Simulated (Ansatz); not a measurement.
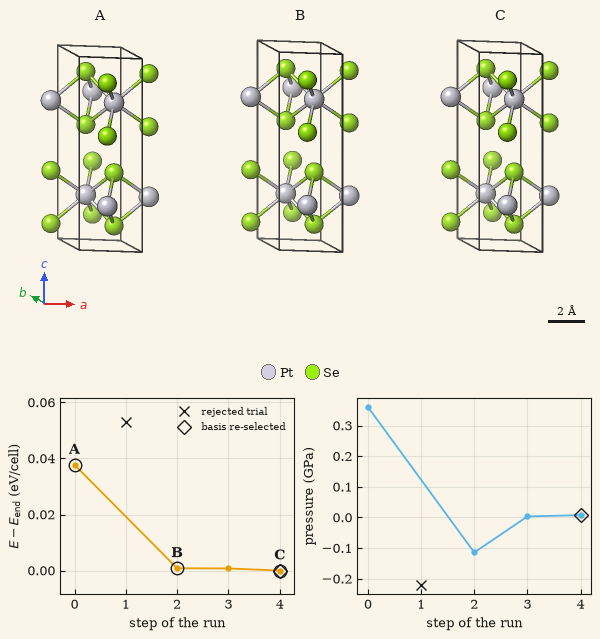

Frames of a relaxation of crystalline PtSe$_{2}$ (built on the 2H (MoS2) bulk type), marked on the history of the run. Style: ball-and-stick. Shown: the cell of the calculation, slightly off an axis.

These are results of Ansatz, DFT, r2SCAN+rVV10, plane waves, PAW, not measurements. Settings: plane-wave cutoff 500 eV; k-point mesh 12 × 12 × 2; occupations fermi dirac; smearing width 0.02 eV; no spin polarisation; cell and atoms relaxed; force threshold 0.005 eV/Å.

> What happens along the run?

The largest moves relative to the cell, 0.060 Å, are those of Se atoms. Pt stays in place. Cell: a = b 3.581 → 3.597 Å (+0.4 %), c 10.995 → 11.255 Å (+2.4 %). Volume +3.2 %. Some distances before and after: Pt–Se 2.560 → 2.553 Å. The space group stays P6_3/mmc (No. 194). After 2 accepted moves (4 points after the start) the energy has fallen by 37.7 meV per cell of the calculation. Largest force component: 0.28 eV/Å at the start, 0.0013 eV/Å at the end. Pressure: 0.36 GPa at the start and 0.01 GPa at the end. The line search rejected the trial step at point 1 of the run. At 1 point the geometry stayed and the basis and grid were re-selected for the new cell (energy shift of 0.7 meV per cell of the calculation at most each time). The run took 63 s on 2 threads of AMD EPYC 7R13 Processor (Zen 3), with other jobs on the host, peak memory 1.2 GiB. From step 0 to 2: Se atoms move most (0.06 Å), volume +3.3 %, energy −36.9 meV per cell of the calculation. From step 2 to 4: energy −0.8 meV per cell of the calculation.
